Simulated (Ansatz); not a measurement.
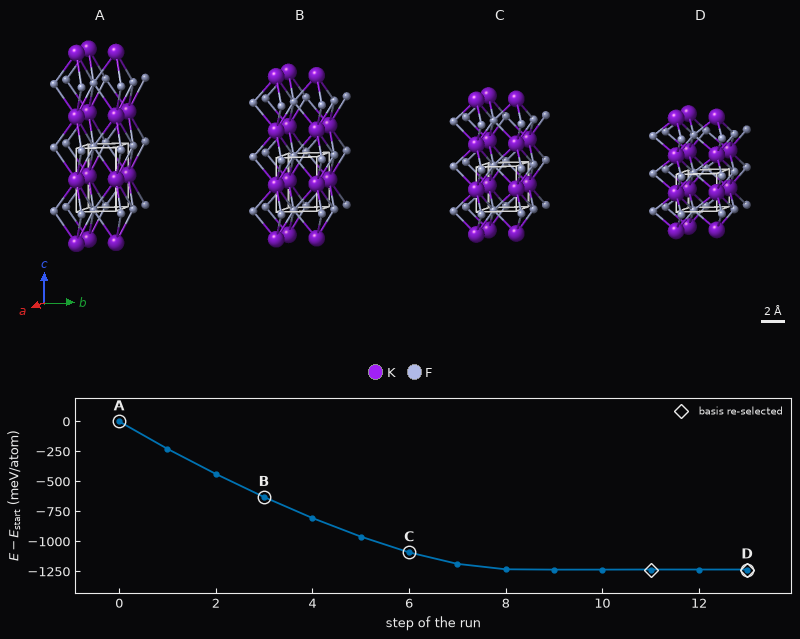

Frames of a relaxation of solid KF (a generated structure, set up in P-6m2), marked on the history of the run. Style: ball-and-stick. Shown: the cell of the calculation, repeated 1 × 1 × 2 with one cell outlined, slightly off an axis.

The calculation used Ansatz 0.2.0, DFT PBE, scalar-relativistic, plane waves, PAW. (plane-wave cutoff 420 eV; k-point mesh 12 × 12 × 6; occupations gaussian; smearing width 0.02 eV; no spin polarisation; cell and atoms relaxed; force threshold 0.01 eV/Å; at most 80 steps)

Question: Describe the path.

Answer: The energy falls by 1234 meV per atom in 11 accepted moves (13 points after the start). All forces vanish by symmetry, so only the cell relaxes. The pressure goes from −3.77 to −0.01 GPa. The SCF was repeated twice at an unchanged geometry on a basis and grid sized afresh for the cell, which shifted the energy by 0.9 meV per atom at most. The atoms keep their places relative to the cell (all moves are under 0.005 Å). The volume changes by −37.7 %, with a = b 3.602 → 3.693 Å (+2.5 %), c 5.676 → 3.362 Å (−40.8 %). Among the contacts that change: K–K 5.676 → 3.362 Å, F–K 3.518 → 2.715 Å. The space group stays P-6m2 (No. 187). From step 0 to 3: volume −10.5 %, energy −630 meV per atom. From step 3 to 6: volume −19.6 %, energy −461 meV per atom. From step 6 to 13: volume −13.4 %, energy −143 meV per atom.

```json
{"step": "0", "E − E(0), meV/atom": "0.00", "pressure, GPa": "-3.77", "volume, Å³/atom": "31.887", "note": ""}
{"step": "1", "E − E(0), meV/atom": "-228.25", "pressure, GPa": "-4.10", "volume, Å³/atom": "31.030", "note": ""}
{"step": "2", "E − E(0), meV/atom": "-437.03", "pressure, GPa": "-4.34", "volume, Å³/atom": "29.872", "note": ""}
{"step": "3", "E − E(0), meV/atom": "-629.82", "pressure, GPa": "-4.48", "volume, Å³/atom": "28.537", "note": ""}
{"step": "4", "E − E(0), meV/atom": "-804.83", "pressure, GPa": "-4.48", "volume, Å³/atom": "27.061", "note": ""}
{"step": "5", "E − E(0), meV/atom": "-959.35", "pressure, GPa": "-4.01", "volume, Å³/atom": "24.559", "note": ""}
{"step": "6", "E − E(0), meV/atom": "-1090.89", "pressure, GPa": "-3.29", "volume, Å³/atom": "22.934", "note": ""}
{"step": "7", "E − E(0), meV/atom": "-1186.62", "pressure, GPa": "-2.05", "volume, Å³/atom": "21.418", "note": ""}
{"step": "8", "E − E(0), meV/atom": "-1231.87", "pressure, GPa": "0.00", "volume, Å³/atom": "19.866", "note": ""}
{"step": "9", "E − E(0), meV/atom": "-1234.60", "pressure, GPa": "0.08", "volume, Å³/atom": "19.886", "note": ""}
{"step": "10", "E − E(0), meV/atom": "-1234.47", "pressure, GPa": "-0.03", "volume, Å³/atom": "19.960", "note": ""}
{"step": "11", "E − E(0), meV/atom": "-1233.59", "pressure, GPa": "-0.17", "volume, Å³/atom": "19.960", "note": "same geometry, new basis"}
{"step": "12", "E − E(0), meV/atom": "-1233.86", "pressure, GPa": "0.01", "volume, Å³/atom": "19.858", "note": ""}
{"step": "13", "E − E(0), meV/atom": "-1233.68", "pressure, GPa": "-0.01", "volume, Å³/atom": "19.858", "note": "same geometry, new basis"}
```
